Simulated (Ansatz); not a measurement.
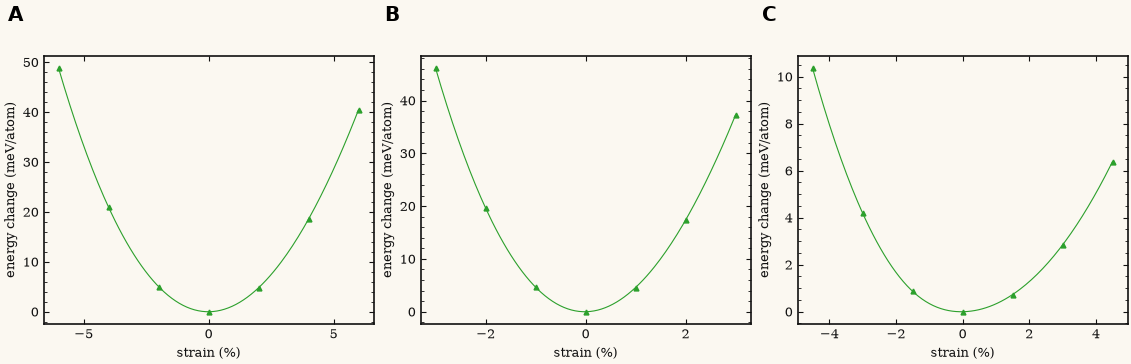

Each panel shows the energy change against strain for one of these solids: Al₃Cu₂, P-3m1 (No. 164), 14.5 Å³/atom, strain kind isotropic; AlNi, Pm-3m (No. 221), 11.7 Å³/atom, strain kind uniaxial c; CuO, Cccm (No. 66), 10.7 Å³/atom, strain kind clamped c.

Calculation (Ansatz 0.2.0): energy, stress and cell of a relaxed crystal along a series of strains, atoms and what the cell freedom names relaxed within the symmetry; stress is positive in compression; plane waves with PAW datasets, Γ-centred k mesh; energies extrapolated to zero smearing. Level: PBEsol, no spin polarisation.

Q: Match the panels to the solids.

A: A is CuO (energy change from 0.00 meV/atom to 48.80 meV/atom); B is Al₃Cu₂ (energy change from 0.00 meV/atom to 46.13 meV/atom); C is AlNi (energy change from 0.00 meV/atom to 10.36 meV/atom).

For AlNi, limits of the calculation: no spin polarisation, a magnetic state may lie lower; state may not be the lowest.

For CuO, limits of the calculation: no spin polarisation, a magnetic state may lie lower.
